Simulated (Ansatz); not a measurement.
```xyz
3
Lattice="3.1364 0.0000 0.0000 -1.5682 2.7162 0.0000 0.0000 0.0000 3.4795" Properties=species:S:1:pos:R:3 pbc="T T T"
Hf    0.0000    0.0000    0.0000
B     0.0000    1.8108    1.7398
B     1.5682    0.9054    1.7398
```

Space group P6/mmm; a generated structure, not necessarily the stable one.

Method: DFT r2SCAN, scalar-relativistic, plane waves, PAW (Ansatz 0.2.0).

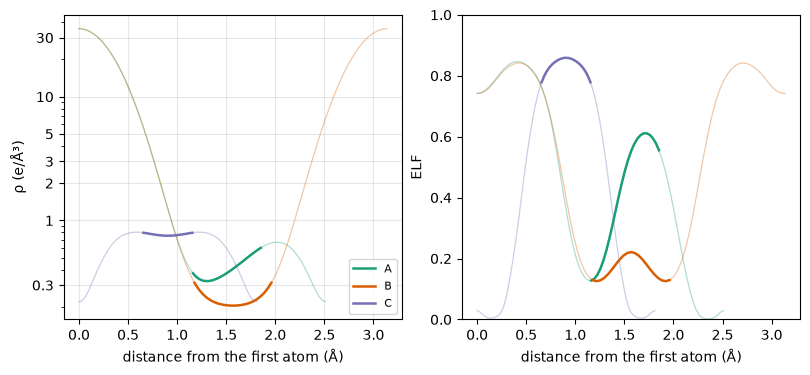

HfB₂. Valence charge density (pseudo) and electron localisation function along straight lines between neighbouring atoms. Thin, pale parts lie inside the atomic spheres.

In a PAW calculation such maps are meaningful between the atoms, not at the nuclei.

Q: Which curve belongs to which contact (B–B, Hf–B and Hf–Hf)? The first atom named is at distance zero.

A: Curve A: Hf–B (2.51 Å): ρ is about 0.33 e/Å³ halfway; the ELF peaks at about 0.60 in the valence shell of B, 0.8 Å from its nucleus, and is about 0.15 at the midpoint. Curve B: Hf–Hf (3.14 Å): ρ at the midpoint is about 0.2 e/Å³; the ELF is about 0.20 at the midpoint: no localised pair shows between them. Curve C: B–B (1.81 Å): the density is about 0.75 e/Å³ at the midpoint; the ELF peaks at about 0.85 between the atoms.
